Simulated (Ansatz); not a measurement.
CoO: single-point calculation (part 2 of 2)

CoO (Fm-3m, 4 atoms in the cell); DFT PBE+U, scalar-relativistic, plane waves, PAW, Ueff = 1 eV on Co atom 1 d; Ueff = 1 eV on Co atom 3 d, spin-polarised (Ansatz 0.2.0); cutoff 420 eV, 8×8×8 k-mesh, Gaussian smearing of 0.05 eV, collinear spins. The structure derives from an entry of the Crystallography Open Database. It belongs to a series of runs on one base structure; here: antiferromagnetic start, free.

Geometry of the input (Å; fractional positions):
```
0.0000  2.1315  2.1315
2.1315  0.0000  2.1315
4.2630  4.2630  0.0000
Co 0.0000  0.0000  0.0000
O  0.5000  0.5000  0.2500
Co 0.0000  -0.0000  0.5000
O  0.5000  0.5000  0.7500
```

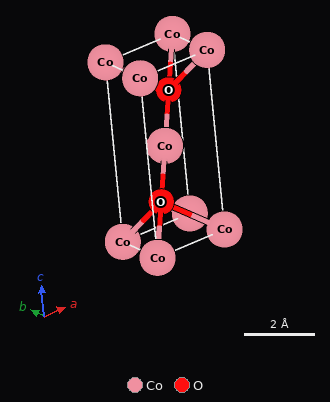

Figure 1. The structure as given in the input (ball-and-stick view of the reduced cell, seen slightly off an axis).

**Output, continued**
```
SCF iter   1: F=—  HF=-11387.320286 eV  |F-HF|=—  |Δ(HF+E_count)|=         —  Δρ=2.56e-1 (↑2.56e-1 ↓2.56e-1)  dr2=5.51e1  dr2_m=7.65e0  M=-0.000 μB ∫|m|=2.745 μB  β_m=0.30  ethr=3.10e-3  ⟨swp⟩=5.4  Hψ=60959  notcnv=0  defer=201
preconditioner: auto → Kerker (q_TF=auto, 2.808 Å⁻¹)  [metal: Δε(μ)=0.009 eV  Ē_g=12.758 eV  σ=0.050 eV  W_gap=0.10  n_scr=16 (ndim 8)  ℏωp=32.7 eV  f_vac=0.000  D(μ)=6.98/eV (n_scr^D=128)]
spin=Collinear: Kerker preconditioning applied to the charge; magnetization (m = ρ↑ − ρ↓) channel mixes plain (no charge-response kernel on spin).
SCF iter   2: F=—  HF=-11383.518720 eV  |F-HF|=—  |Δ(HF+E_count)|=    3.80e0  Δρ=8.78e-2 (↑8.78e-2 ↓8.78e-2)  dr2=2.91e0  dr2_m=1.01e0  M=-0.000 μB ∫|m|=5.264 μB  β_m=1.00  ethr=3.10e-3  ⟨swp⟩=3.0  Hψ=38496  notcnv=0  defer=1914
preconditioner: auto → none  [insulator: Δε(μ)=0.158 eV  Ē_g=12.474 eV  σ=0.050 eV  W_gap=0.96  n_scr=16 (ndim 8)  ℏωp=32.7 eV  f_vac=0.000  D(μ)=0.02/eV (n_scr^D=0)  ε∞_Penn≈7.9]
SCF iter   3: F=—  HF=-11383.196731 eV  |F-HF|=—  |Δ(HF+E_count)|=   3.22e-1  Δρ=3.95e-2 (↑3.95e-2 ↓3.95e-2)  dr2=6.79e-1  dr2_m=4.19e-3  M=0.000 μB ∫|m|=5.278 μB  β_m=1.00  ethr=3.10e-3  ⟨swp⟩=2.9  Hψ=34808  notcnv=0  defer=2098
SCF iter   4: F=—  HF=-11383.500218 eV  |F-HF|=—  |Δ(HF+E_count)|=   3.03e-1  Δρ=1.36e-2 (↑1.36e-2 ↓1.36e-2)  dr2=9.12e-2  dr2_m=1.14e-2  M=0.000 μB ∫|m|=5.207 μB  β_m=0.30  ethr=1.48e-3  ⟨swp⟩=2.6  Hψ=25300  notcnv=0  defer=2086
Mixer restart at iter 4: flushing history
spin-set hold released at iteration 4 (site moments contracting): the magnetisation degrees of freedom join the quasi-Newton model from the next iteration; the mixer history was flushed
SCF iter   5: F=—  HF=-11383.665440 eV  |F-HF|=—  |Δ(HF+E_count)|=   1.65e-1  Δρ=1.09e-2 (↑1.09e-2 ↓1.09e-2)  dr2=6.20e-2  dr2_m=6.71e-3  M=0.000 μB ∫|m|=5.296 μB  β_m=0.46  ethr=1.98e-4  ⟨swp⟩=2.5  Hψ=31414  notcnv=0  defer=2104
SCF iter   6: F=—  HF=-11383.792919 eV  |F-HF|=—  |Δ(HF+E_count)|=   1.27e-1  Δρ=5.89e-3 (↑5.89e-3 ↓5.89e-3)  dr2=1.80e-2  dr2_m=1.89e-3  M=0.000 μB ∫|m|=5.266 μB  β_m=0.60  ethr=1.35e-4  ⟨swp⟩=2.0  Hψ=28630  notcnv=0  defer=2104
SCF iter   7: F=—  HF=-11383.854566 eV  |F-HF|=—  |Δ(HF+E_count)|=   6.16e-2  Δρ=1.40e-3 (↑1.40e-3 ↓1.36e-3)  dr2=1.07e-3  dr2_m=2.44e-4  M=0.000 μB ∫|m|=5.312 μB  β_m=0.62  ethr=3.91e-5  ⟨swp⟩=2.0  Hψ=33224  notcnv=0  defer=2104
SCF iter   8: F=—  HF=-11383.854504 eV  |F-HF|=—  |Δ(HF+E_count)|=   6.18e-5  Δρ=7.12e-4 (↑5.65e-4 ↓7.12e-4)  dr2=2.15e-4  dr2_m=7.35e-5  M=0.000 μB ∫|m|=5.311 μB  β_m=0.59  ethr=2.32e-6  ⟨swp⟩=2.1  Hψ=27102  notcnv=0  defer=2104
SCF iter   9: F=—  HF=-11383.854478 eV  |F-HF|=—  |Δ(HF+E_count)|=   2.66e-5  Δρ=3.03e-4 (↑3.03e-4 ↓1.59e-4)  dr2=6.46e-5  dr2_m=4.18e-6  M=0.000 μB ∫|m|=5.310 μB  β_m=0.59  ethr=4.67e-7  ⟨swp⟩=2.0  Hψ=21629  notcnv=0  defer=2104
Mixer restart at iter 9: flushing history
SCF iter  10: F=—  HF=-11383.854577 eV  |F-HF|=—  |Δ(HF+E_count)|=         —  Δρ=3.00e-4 (↑3.00e-4 ↓1.67e-4)  dr2=6.62e-5  dr2_m=3.89e-6  M=0.000 μB ∫|m|=5.310 μB  β_m=0.59  ethr=1.40e-7  ⟨swp⟩=1.0  Hψ=14536  notcnv=0  defer=2104
SCF iter  11: F=—  HF=-11383.906109 eV  |F-HF|=—  |Δ(HF+E_count)|=   5.15e-2  Δρ=2.26e-3 (↑2.26e-3 ↓1.23e-3)  dr2=2.30e-3  dr2_m=5.78e-4  M=0.000 μB ∫|m|=5.288 μB  β_m=0.80  ethr=1.40e-7  ⟨swp⟩=2.2  Hψ=26586  notcnv=0  defer=2104
SCF iter  12: F=—  HF=-11383.927820 eV  |F-HF|=—  |Δ(HF+E_count)|=   2.17e-2  Δρ=8.07e-3 (↑8.07e-3 ↓5.56e-3)  dr2=5.76e-2  dr2_m=6.86e-4  M=-0.000 μB ∫|m|=5.304 μB  β_m=0.52  ethr=1.40e-7  ⟨swp⟩=4.4  Hψ=45578  notcnv=0  defer=2104  recentre
SCF iter  13: F=—  HF=-11383.917618 eV  |F-HF|=—  |Δ(HF+E_count)|=   1.02e-2  Δρ=1.82e-3 (↑1.82e-3 ↓3.31e-4)  dr2=1.40e-3  dr2_m=2.48e-4  M=0.000 μB ∫|m|=5.278 μB  β_m=0.53  ethr=1.40e-7  ⟨swp⟩=3.0  Hψ=46584  notcnv=0  defer=2104
SCF iter  14: F=—  HF=-11383.917682 eV  |F-HF|=—  |Δ(HF+E_count)|=   6.41e-5  Δρ=1.64e-3 (↑5.74e-4 ↓1.64e-3)  dr2=1.41e-3  dr2_m=1.58e-4  M=0.000 μB ∫|m|=5.275 μB  β_m=0.42  ethr=1.40e-7  ⟨swp⟩=3.0  Hψ=29848  notcnv=0  defer=2104
SCF iter  15: F=—  HF=-11383.917467 eV  |F-HF|=—  |Δ(HF+E_count)|=   2.15e-4  Δρ=1.03e-4 (↑4.24e-5 ↓1.03e-4)  dr2=2.92e-6  dr2_m=1.27e-6  M=0.000 μB ∫|m|=5.277 μB  β_m=0.44  ethr=1.40e-7  ⟨swp⟩=2.7  Hψ=26819  notcnv=0  defer=2104
SCF iter  16: F=—  HF=-11383.917467 eV  |F-HF|=—  |Δ(HF+E_count)|=   1.23e-7  Δρ=2.08e-5 (↑1.94e-5 ↓2.08e-5)  dr2=1.43e-7  dr2_m=8.75e-8  M=0.000 μB ∫|m|=5.277 μB  β_m=0.59  ethr=6.34e-9  ⟨swp⟩=2.0  Hψ=20806  notcnv=0  defer=2104
SCF iter  17: F=-11383.917467 eV  HF=-11383.917467 eV  |F-HF|=9.15e-9  |Δ(HF+E_count)|=   6.81e-8  Δρ=1.15e-5 (↑1.15e-5 ↓1.13e-5)  dr2=4.50e-8  dr2_m=2.16e-8  M=0.000 μB ∫|m|=5.277 μB  ethr=2.17e-10  ⟨swp⟩=13.0  Hψ=115254  notcnv=0
SCF 1 converged in 17 iterations: F = -11383.917467 eV  dr2 = 4.50e-8
  greatest PAW one-centre occupation: 1.004 electrons in one spin orbital (limit 2), on the Co atom at site 0 (counted from 0), in its partial waves of l = 1
SCF converged after 17 iterations
Magnetization: 0.0000 μB (23.0000 up, 23.0000 down)
Absolute magnetization: 5.2751 μB (∫|ρ↑−ρ↓|, with the PAW one-centre terms)
Spin contamination: 2.7780 ħ² per cell (⟨S²⟩ above its minimum at these occupations)
Per-site moments (μB) at R_I (Å): [(2.4306328849845573, 0.87924443475), (-1.8758622028152673e-6, 0.87924443475), (-2.430630752927235, 0.87924443475), (-1.8758622026905692e-6, 0.87924443475)]
Free energy (F): -11383.917467 eV
Harris-Foulkes:  -11383.917467 eV  (|F-HF|=9.15e-9)
Internal energy: -11383.917467 eV  (E = F + TS)
E sigma→0 (E₀):  -11383.917467 eV
Fermi energy:    13.867646 eV
--- Per-component energies (eV) ---
  E_band       = -615.663270
  E_kinetic    = 1235.188266
  E_local      = -6878.804196  (includes V_loc(G=0)·N_el)
  E_nonlocal   = 1030.177412
  E_hartree    = 2825.920172
  E_xc         = -457.458371
  E_vxc        = -587.838177  (∫ρ·V_xc dr)
  E_hubbard    = 0.480949  (on-site DFT+U / exact-exchange correction)
  E_vhub       = -6.423061  (the Hubbard potential's part of the band-sum identity)
  E_paw        = -3355.301082  (= ΣΔE_a)
  E_vpaw       = -1059.828290  (= ΣTr[D̂ρ^β])
  E_aug_tail   = 0.005010  (compensation charges beyond the density's cutoff)
  E_ewald      = -5784.125627
  E_smearing   = -0.000000  (= −TS)
  E_closure    = 0.000000  (closes the sum)
  Σ components = -11383.917467   (vs F -11383.917467, Δ=0.00e0)
--- Specified on-site occupations, and those of the state reported ---
  electrons in the specified blocks: 13.7000 specified, 14.7699 found
  site 2 (l=d) ↑: largest change of an orbital's occupation 0.1698; electrons 2.0000 specified, 2.4305 found; spectral distance 0.2515
  site 0 (l=d) ↓: largest change of an orbital's occupation 0.1698; electrons 2.0000 specified, 2.4305 found; spectral distance 0.2515
  site 0 (l=d) ↑: largest change of an orbital's occupation 0.0279; electrons 4.8500 specified, 4.9545 found; spectral distance 0.0487
  site 2 (l=d) ↓: largest change of an orbital's occupation 0.0279; electrons 4.8500 specified, 4.9545 found; spectral distance 0.0487
--- Forces (eV/Å), atoms counted from 1 ---
  atom   1  Co     0.00000000     0.00000000     0.00000000
  atom   2  O     -0.00000067    -0.00000066     0.00000063
  atom   3  Co     0.00000000     0.00000000     0.00000000
  atom   4  O      0.00000067     0.00000066    -0.00000063
  max |Σ_I F_I| component: 0.00e0 eV/Å
--- Stress (GPa, compression-positive) ---
        0.947682       0.010233      -0.009919
        0.009987       0.947537      -0.010316
       -0.010239      -0.010006       0.947587
  P = ⅓ Tr σ = 0.9476 GPa (9.476 kbar)
--- Band table (eV; the first three rows and the last of 520) ---
  k-point 0 ↑: bands = ["-82.9101", "-79.8497", "-46.7511", "-45.9039", "-45.9039", "-43.3975", "-43.0937", "-43.0937", "-6.1150", "-4.8564", "5.8847", "8.2249", "8.2249", "10.2066", "10.9745", "10.9881", "10.9881", "10.9922", "10.9923", "11.8569", "11.8569", "12.6859", "12.6859", "14.3995", "15.0403", "16.0628", "16.0628", "18.9316", "23.5347", "27.4110", "27.4110", "30.5322"]
  k-point 1 ↑: bands = ["-82.9101", "-79.8498", "-46.7511", "-45.9039", "-45.9039", "-43.3976", "-43.0938", "-43.0938", "-6.0737", "-4.9129", "6.0189", "8.2612", "8.2612", "10.0491", "10.7529", "10.7529", "10.8258", "11.0011", "11.0011", "12.0942", "12.0942", "12.6691", "12.6691", "14.3756", "15.3321", "16.0186", "16.0186", "18.9096", "23.6130", "27.5691", "27.5691", "29.6857"]
  k-point 2 ↑: bands = ["-82.9102", "-79.8498", "-46.7510", "-45.9039", "-45.9039", "-43.3976", "-43.0938", "-43.0938", "-5.9538", "-5.0691", "6.4047", "8.3610", "8.3610", "9.4936", "10.3549", "10.3549", "10.6606", "11.0328", "11.0328", "12.4785", "12.4785", "12.6334", "12.6334", "14.3019", "15.9070", "15.9070", "16.0411", "18.7661", "23.9190", "28.0284", "28.0284", "28.2739"]
  k-point 259 ↓: bands = ["-82.9080", "-79.8473", "-46.7473", "-45.9322", "-45.9110", "-43.3931", "-43.1270", "-43.1021", "-4.8719", "-4.8222", "6.7914", "7.0011", "7.8797", "8.3844", "8.6680", "9.2963", "10.0544", "11.5264", "11.6573", "12.3646", "12.5595", "12.7058", "13.4009", "14.6854", "15.6988", "15.7711", "20.8686", "21.2304", "23.2276", "23.5111", "24.9273", "25.1590"]
Occupation matrices written to [file]
--- Löwdin populations: 4 sites ---
  site symbol       q [e]    m [muB]
     0     Co     15.8908     2.4996
     1      O      6.9901    -0.0000
     2     Co     15.8908    -2.4996
     3      O      6.9901    -0.0000
  spilling = 0.005178 (of n_electrons = 46.000000)
--- Occupation matrices: 2 shells (run DFT+U table (all-electron-ortho-atomic); ε = 2.00e-2, under-converged) ---
  Co0 d_3D: site group Oh (m-3m); on the run's cell D3d (-3m)
  Co0 d_3D up     Tr n = 4.9545  λ = 0.984 0.984 0.995 0.995 0.998  [5× z2 0.20 (T2g 0.60) T2g(0.60)/Eg(0.80)]
  Co0 d_3D dn     Tr n = 2.4305  λ = 0.095 0.189 0.189 0.978 0.978  [yz 0.33 (T2g 1.00) T2g(1.00)/A1g(1.00) | 2× x2-y2 0.48 (Eg 0.97) Eg(0.97)/Eg(1.00) | 2× xz 0.32 (T2g 0.97) T2g(0.97)/Eg(1.00)]
  specified occupation → Co0 d_3D up: matrix, ‖Δ‖_F = 0.0487, Tr Δ = -0.1045, displaced = 0.0522, d_λ = 0.0487; orbital distance = 0.0000
  specified occupation → Co0 d_3D dn: matrix, ‖Δ‖_F = 0.2519, Tr Δ = -0.4305, displaced = 0.2152, d_λ = 0.2515; orbital distance = 0.0172
  Co2 d_3D: site group Oh (m-3m); on the run's cell D3d (-3m)
  Co2 d_3D up     Tr n = 2.4305  λ = 0.095 0.189 0.189 0.978 0.978  [yz 0.33 (T2g 1.00) T2g(1.00)/A1g(1.00) | 2× x2-y2 0.48 (Eg 0.97) Eg(0.97)/Eg(1.00) | 2× xz 0.32 (T2g 0.97) T2g(0.97)/Eg(1.00)]
  Co2 d_3D dn     Tr n = 4.9545  λ = 0.984 0.984 0.995 0.995 0.998  [5× z2 0.20 (T2g 0.60) T2g(0.60)/Eg(0.80)]
  specified occupation → Co2 d_3D up: matrix, ‖Δ‖_F = 0.2519, Tr Δ = -0.4305, displaced = 0.2152, d_λ = 0.2515; orbital distance = 0.0172
  specified occupation → Co2 d_3D dn: matrix, ‖Δ‖_F = 0.0487, Tr Δ = -0.1045, displaced = 0.0522, d_λ = 0.0487; orbital distance = 0.0000
  Tr n, λ and their labels are of the run-group-symmetrised matrices; stabiliser: 24 of 48 elements of G0×{1,Θ} (closed), max defect 7.9e-5 at τ = 4.4e-3
```

**Results in brief**

- outcome: converged
- space group (tolerance 0.01 Å): Fm-3m (225)
- electrons treated: 46
- free energy: −11383.9175 eV
- Fermi energy: 13.868 eV
- gap on the k-point mesh: 0.66 eV
- net moment of the cell: 0.00 μB
- integrated absolute moment: 5.28 μB
- pressure: 0.95 GPa
- largest force (length of the vector): under 0.001 eV/Å
- hardware: 2 threads of Intel Xeon @ 2.50GHz (Skylake/Cascade Lake), 64 GiB of memory available, shared host
- wall time: 40 s (CPU time 78 s)
- peak memory: 0.93 GiB

**Notes**

Warnings of the run: the occupation matrices lower the symmetry.
